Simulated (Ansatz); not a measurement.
# Single-point calculation of Ta₁₆H₃N (part 2 of 2)

Ta₁₆H₃N (slab, 20 atoms in the cell); DFT PBE+D3(BJ), scalar-relativistic, plane waves, PAW, no spin polarisation (Ansatz 0.2.0); cutoff 420 eV, 3×3×1 k-mesh, Gaussian smearing of 0.1 eV. The structure derives from an entry of the Crystallography Open Database. It belongs to a series of runs on one base structure; here: the whole at its places in the relaxed adsorbed structure.

Geometry of the input (Å; fractional positions):
```
5.9137  0.0000  0.0000
0.0000  5.9137  0.0000
0.0000  0.0000  24.6656
Ta 0.2500  0.2500  0.3243
Ta 0.2500  0.7500  0.3243
Ta 0.7500  0.2500  0.3243
Ta 0.7500  0.7500  0.3243
Ta 0.5000  0.5000  0.4091
Ta 0.5000  0.0000  0.4091
Ta 0.0000  0.5000  0.4091
Ta 0.0000  0.0000  0.4091
Ta 0.7491  0.7998  0.4977
Ta 0.7441  0.2954  0.5016
Ta 0.2409  0.7012  0.4996
Ta 0.2425  0.2004  0.4995
Ta -0.0066  0.0488  0.5891
Ta -0.0675  0.5651  0.5805
Ta 0.4926  -0.0459  0.5791
Ta 0.4307  0.4498  0.5817
N  -0.0142  0.1068  0.6809
H  -0.1654  0.1779  0.6919
H  0.0037  -0.0458  0.7001
H  0.1157  0.2120  0.6919
```

**The program's output, continued**
```
  k-point 1: bands = ["-63.6829", "-63.6652", "-63.6600", "-63.6459", "-63.6304", "-63.4488", "-63.4319", "-63.3577", "-63.3418", "-63.3223", "-63.3025", "-63.2463", "-63.1608", "-63.1134", "-63.0880", "-62.9900", "-30.4865", "-30.4412", "-30.4120", "-30.4018", "-30.3944", "-30.3765", "-30.3567", "-30.3474", "-30.3247", "-30.2888", "-30.2519", "-30.2215", "-30.2006", "-30.1858", "-30.1831", "-30.0811", "-30.0558", "-30.0334", "-30.0009", "-29.9821", "-29.9470", "-29.9220", "-29.9048", "-29.8816", "-29.8672", "-29.8621", "-29.8295", "-29.8252", "-29.8109", "-29.7798", "-29.7618", "-29.7162", "-29.6982", "-29.6699", "-29.6565", "-29.6017", "-29.5864", "-29.5549", "-29.5445", "-29.5156", "-29.4661", "-29.4346", "-29.4147", "-29.3918", "-29.3742", "-29.3552", "-29.2630", "-29.2545", "-14.9864", "-5.2216", "-5.1810", "-2.6091", "-1.7426", "-1.1346", "-0.9333", "-0.1677", "0.1896", "0.5234", "0.6474", "0.6624", "0.6907", "0.7920", "0.8819", "1.3372", "1.3670", "1.4388", "1.5178", "1.5804", "1.8134", "1.8947", "2.0136", "2.3068", "2.3882", "2.5307", "2.5837", "2.6682", "2.7521", "3.1971", "3.2362", "3.3038", "3.3631", "3.4216", "3.5302", "3.5674", "3.6597", "3.7027", "3.8184", "3.8930", "3.9393", "4.1423", "4.1900", "4.3288", "4.4264", "4.4880", "4.6276", "4.7965", "4.8830", "4.9868", "5.0479", "5.1809", "5.2826", "5.3763", "5.4851", "5.5080", "5.6512", "5.7337", "5.7727", "5.8173", "5.9000", "6.0423", "6.1201", "6.3217", "6.3799", "6.4544"]
  k-point 2: bands = ["-63.6831", "-63.6645", "-63.6598", "-63.6466", "-63.6301", "-63.4569", "-63.4237", "-63.3572", "-63.3425", "-63.3218", "-63.3030", "-63.2473", "-63.1588", "-63.1198", "-63.0827", "-62.9900", "-30.4879", "-30.4418", "-30.4060", "-30.4011", "-30.3937", "-30.3737", "-30.3610", "-30.3443", "-30.3312", "-30.3112", "-30.2787", "-30.2425", "-30.2378", "-30.1902", "-30.1834", "-30.0810", "-30.0356", "-30.0291", "-30.0071", "-29.9821", "-29.9487", "-29.9368", "-29.9076", "-29.8947", "-29.8683", "-29.8282", "-29.8251", "-29.8227", "-29.8039", "-29.7705", "-29.7435", "-29.7155", "-29.6964", "-29.6723", "-29.6610", "-29.6153", "-29.5819", "-29.5606", "-29.5475", "-29.5098", "-29.4713", "-29.4446", "-29.4219", "-29.3726", "-29.3671", "-29.2989", "-29.2567", "-29.2399", "-14.9864", "-5.2078", "-5.1963", "-2.6112", "-1.7486", "-1.1594", "-0.9367", "-0.2225", "0.1839", "0.3902", "0.5338", "0.5824", "0.6688", "0.7334", "0.9891", "1.1965", "1.2983", "1.3833", "1.4314", "1.5397", "1.7437", "1.8373", "1.9771", "2.1922", "2.3160", "2.3543", "2.5429", "2.7126", "2.8357", "3.0725", "3.1352", "3.1883", "3.2515", "3.3831", "3.5452", "3.5985", "3.6591", "3.7465", "3.7993", "3.8178", "3.9579", "4.1641", "4.2412", "4.3676", "4.4247", "4.5795", "4.6939", "4.8311", "4.8834", "4.9875", "5.1141", "5.2535", "5.4057", "5.4862", "5.5673", "5.6162", "5.7595", "5.8322", "5.8498", "5.9733", "5.9966", "6.1222", "6.2195", "6.4011", "6.4686", "6.5464"]
  k-point 4: bands = ["-63.6748", "-63.6597", "-63.6595", "-63.6518", "-63.6383", "-63.4487", "-63.4319", "-63.3500", "-63.3386", "-63.3267", "-63.3092", "-63.2473", "-63.1586", "-63.1152", "-63.0873", "-62.9908", "-30.3736", "-30.3686", "-30.3631", "-30.3551", "-30.3440", "-30.3339", "-30.3216", "-30.3070", "-30.2725", "-30.2582", "-30.2292", "-30.2189", "-30.1930", "-30.1806", "-30.1409", "-30.0755", "-30.0567", "-30.0302", "-30.0141", "-30.0105", "-29.9994", "-29.9616", "-29.9491", "-29.9355", "-29.9237", "-29.8947", "-29.8528", "-29.8297", "-29.8035", "-29.7848", "-29.7685", "-29.7248", "-29.6983", "-29.6922", "-29.6778", "-29.6711", "-29.6240", "-29.6040", "-29.5702", "-29.5029", "-29.4723", "-29.4494", "-29.4323", "-29.4046", "-29.3949", "-29.3576", "-29.2990", "-29.2494", "-14.9858", "-5.2196", "-5.1949", "-2.0015", "-1.5850", "-0.6112", "-0.4580", "-0.3623", "0.2816", "0.3966", "0.5126", "0.8215", "1.1431", "1.1811", "1.3553", "1.3946", "1.4987", "1.7108", "1.9030", "1.9302", "2.0676", "2.0995", "2.1417", "2.2326", "2.3573", "2.4686", "2.7068", "2.7241", "2.8488", "2.9117", "2.9795", "3.0701", "3.1025", "3.2377", "3.3193", "3.3633", "3.4135", "3.5861", "3.7625", "3.7849", "3.8601", "3.9066", "4.1218", "4.3272", "4.4338", "4.4765", "4.4982", "4.6217", "4.7205", "4.7337", "4.8139", "4.8943", "5.0825", "5.1778", "5.1994", "5.3914", "5.5985", "5.6733", "5.7989", "5.8431", "5.9711", "6.0341", "6.1134", "6.1216", "6.1899", "6.2831"]
```

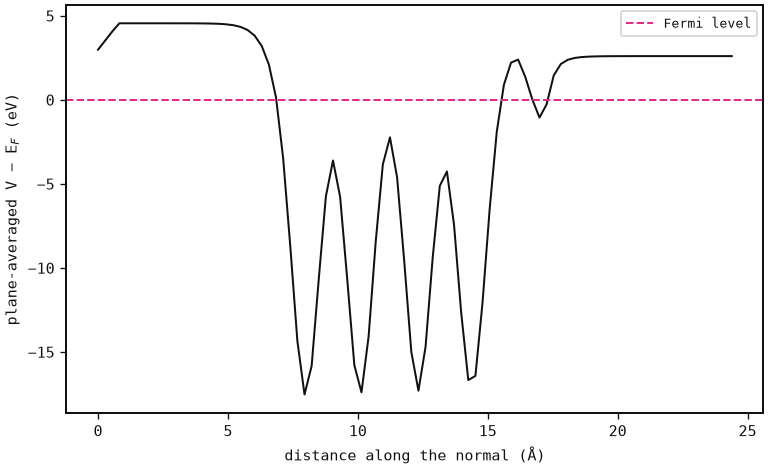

Plane average of the electrostatic potential energy of an electron across the cell, from the Fermi level. The vacuum level lies 2.60 eV above the Fermi level on the upper side and 4.55 eV on the lower.

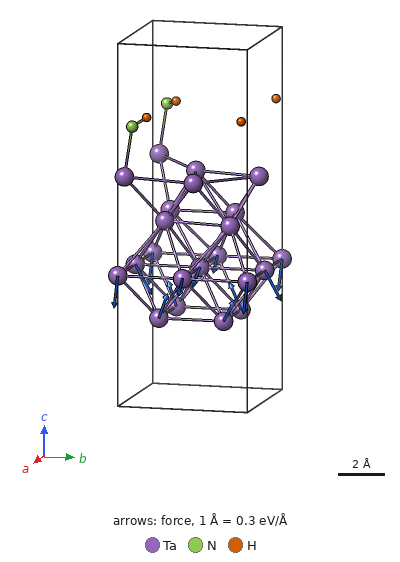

Forces on the atoms as blue arrows (ball-and-stick view of the cell of the calculation, with the vacuum cut short, seen slightly off an axis); the smallest are left out. The largest act on Ta6 (0.47 eV/Å); Ta8 (0.44 eV/Å); Ta2 (0.41 eV/Å); Ta3 (0.39 eV/Å), among others. Atoms are counted from 1 in the order of the input and aren't labelled in the picture. The geometry is not a stationary point of this energy.

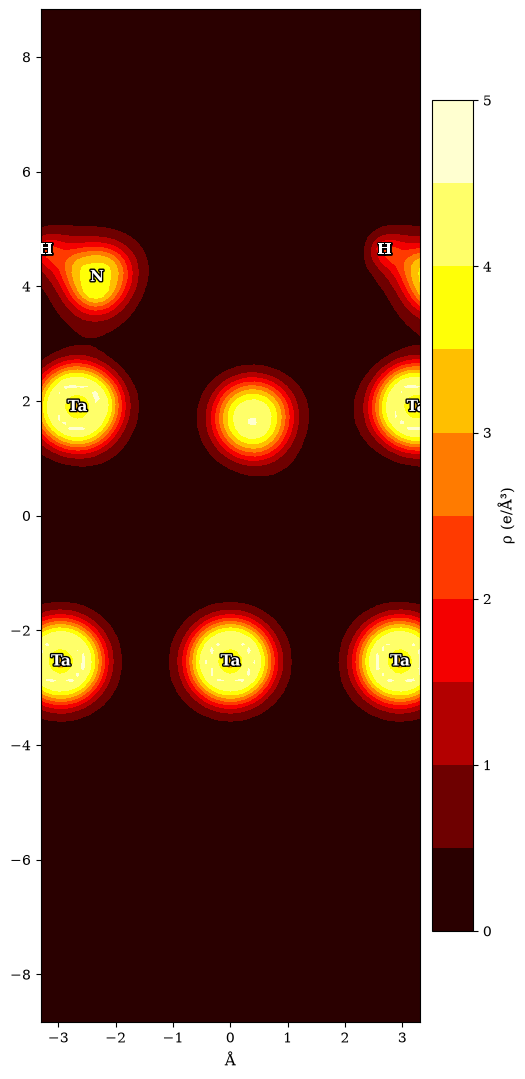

Valence charge density (pseudo) on the (100) plane of the calculation cell, a cut from vacuum to vacuum. N–H (1.02 Å): the density is about 2.9 e/Å³ at the midpoint. Ta–N (2.29 Å): ρ at the midpoint is about 0.48 e/Å³. The density dies away to nearly zero in the vacuum. Core electrons are frozen (PAW), so the fields are smoothed inside the atomic spheres.

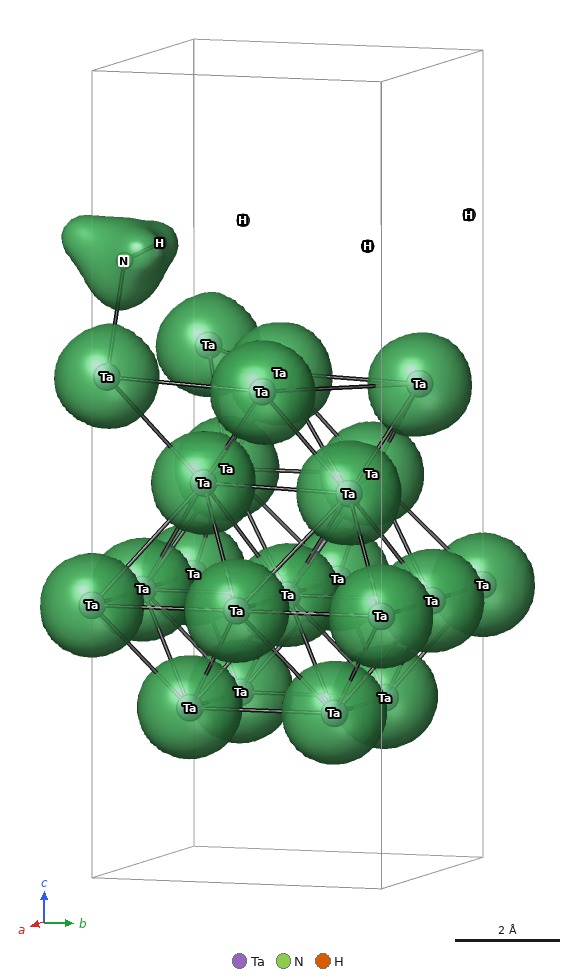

Isosurface of the valence electron density at 0.6 e/Å³ (green), seen slightly off an axis. Sticks mark near contacts. At this value the density breaks into separate islands; it holds about 70 % of the electrons treated as valence (semicore included). It is pinched off along the Ta–N (2.29 Å), Ta–Ta (2.68 Å) and Ta–Ta (2.74 Å) contacts. On the grid the lowest density along these lines, outside the cores, is 2.2 e/Å³ (N–H, 1.02 Å), 0.48 e/Å³ (Ta–N, 2.29 Å), 0.42 e/Å³ (Ta–Ta, 2.68 Å) and 0.37 e/Å³ (Ta–Ta, 2.74 Å).

**Results in brief**

- outcome: converged
- electrons treated: 216
- free energy: −159343.3945 eV
- work function, top face: 2.60 eV
- work function, bottom face: 4.55 eV
- Fermi energy: 4.386 eV
- gap on the k-point mesh: none (metallic)
- work function (upper face): 2.60 eV
- largest force (length of the vector): 0.471 eV/Å
- wall time: 8.3 s (CPU time 32 s)
- peak memory: 2.2 GiB

**Remarks**

Spin–orbit coupling is left out, which matters for Ta.
